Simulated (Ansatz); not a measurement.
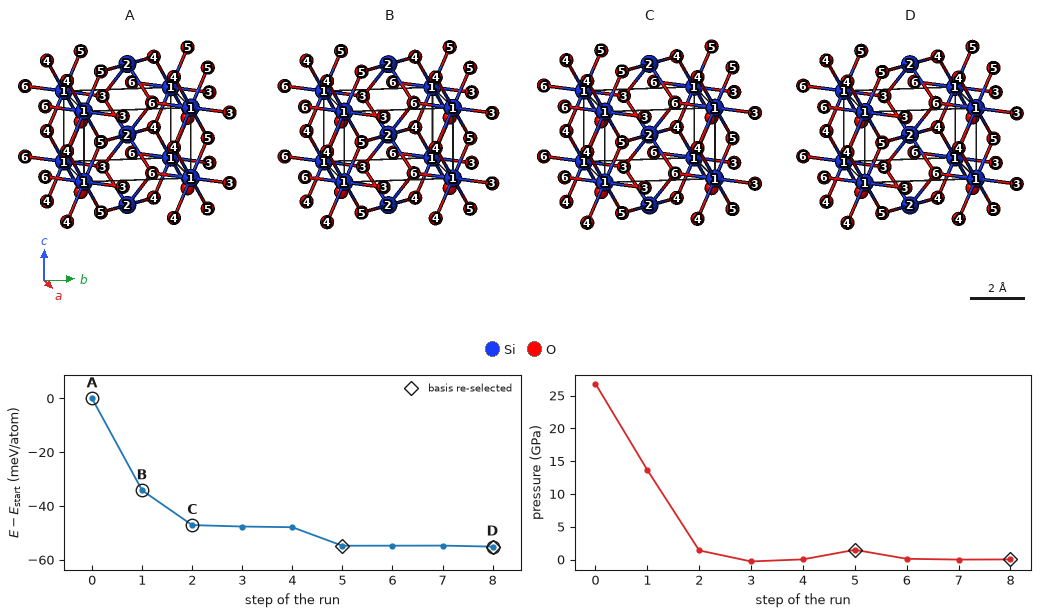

Frames of a relaxation of solid SiO2 (built on the rutile type), marked on the history of the run. A ball-and-stick model of the cell of the calculation, seen slightly off an axis.

Level of theory: DFT, PBE, plane waves, PAW (Ansatz).

Input
```yaml
crystal:
  lattice:
    - [4.06724334, 0.0, 0.0]
    - [0.0, 4.06724334, 0.0]
    - [0.0, 0.0, 2.6843806044]
  atoms:
    - { symbol: Si, position: [0.0, 0.0, 0.0] }
    - { symbol: Si, position: [0.5, 0.5, 0.5] }
    - { symbol: O, position: [0.305, 0.305, 0.0] }
    - { symbol: O, position: [0.195, 0.805, 0.5] }
    - { symbol: O, position: [0.805, 0.195, 0.5] }
    - { symbol: O, position: [0.695, 0.695, 0.0] }
kpoints:
  mp_grid: { grid: [6, 6, 8] }
hamiltonian:
  xc: pbe
scf:
  occupations: { method: fermi_dirac, width: 0.02 }
relax:
  f_tol: 0.005
  cell: {}
```

Run as
```bash
ansatz run input.yaml --threads 2 --pin off --max-ram 29491MiB --backend cpu --events-out ev --progress --plain --runs-dir out
```

> What happens along the run?

The largest moves relative to the cell, 0.012 Å, are those of O3, O4, O5 and O6. O6 goes along [−1 −1 0]. Si stays in place. The drawn cell changes as follows: a = b 4.067 → 4.236 Å (+4.1 %), c 2.684 → 2.691 Å (+0.2 %); the volume changes by +8.7 %. Near-neighbour distances that change, for instance: Si1–O3 1.754 → 1.839 Å, Si1–O4 1.749 → 1.774 Å. The space group stays P4_2/mnm (No. 136). After 6 accepted moves (8 points after the start) the energy has fallen by 55.1 meV per atom. Largest force component: 0.23 eV/Å at the start, under 0.0001 eV/Å at the end. The pressure goes from 26.82 to 0.03 GPa. At 2 points the geometry stayed and the basis and grid were re-selected for the new cell (energy shift of 6.9 meV per atom at most each time). From step 0 to 1: volume +3.4 %, energy −34.2 meV per atom. From step 1 to 2: volume +3.7 %, energy −12.9 meV per atom. From step 2 to 8: volume +1.4 %, energy −8.0 meV per atom.
